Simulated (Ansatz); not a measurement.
System: Li2H.

The calculation's input:

```
crystal:
  lattice:
    - [2.8429649377, 0.0, 0.0]
    - [-1.4214824688, 2.4620798581, 0.0]
    - [0.0, 0.0, 4.9771650635]
  atoms:
    - { symbol: Li, position: [0.3333333333, 0.6666666667, 0.2657927537] }
    - { symbol: Li, position: [0.6666666667, 0.3333333333, 0.7342072463] }
    - { symbol: H, position: [0.0, 0.0, 0.5] }
basis:
  ecutwfc: 420
kpoints:
  mp_grid: { grid: [18, 18, 10] }
hamiltonian:
  xc: pbe
scf:
  occupations: { method: gaussian, width: 0.1 }
output:
  forces: true
  stress: true
  eigenvalues: true
  write_density: true
  write_potential: true
  elf: true
  volumetric_format: npy
relax:
  adjacent_minimum: "off"
  f_tol: 0.01
  max_steps: 80
  cell: { stress_tol: 0.05 }
```

Command:

```sh
ansatz run input.yaml --threads 1 --pin off --max-ram 2048MiB --backend cpu --events-out ev --progress --plain --runs-dir out
```

Below, planes, directions and counts refer to the conventional cell (a = 2.84 Å, b = 2.84 Å, c = 4.99 Å, α = 90.00°, β = 90.00°, γ = 120.00°).

The fields are those of the relaxed geometry.

Space group P-3m1; a structure generated by program, which may or may not match a known phase; computed without spin polarisation.

Level of theory: Ansatz 0.2.0, DFT PBE, scalar-relativistic, plane waves, PAW.

What can the converged valence pseudo-density and electron localisation function tell about the bonding?

Answer. Li–H (2.02 Å): ρ at the midpoint is about 0.12 e/Å³; the ELF climbs to about 1 towards the hydrogen.
The ELF has a maximum of about 0.75 in the space between the atoms, on no atom or two-centre bond.

Does the calculation give a band gap?

Answer. It is gapless in this calculation (a metal or semimetal).

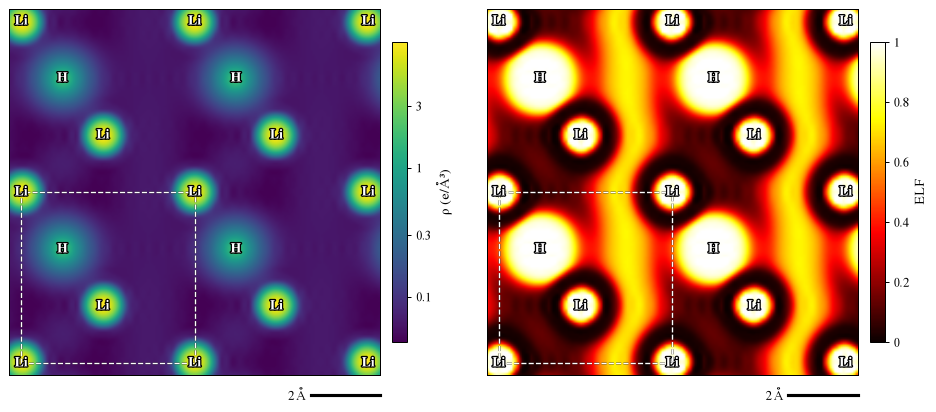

Computed valence pseudo-density and electron localisation function on the (110) plane of the conventional cell, in this order. 

In a PAW calculation such maps are meaningful between the atoms, not at the nuclei.
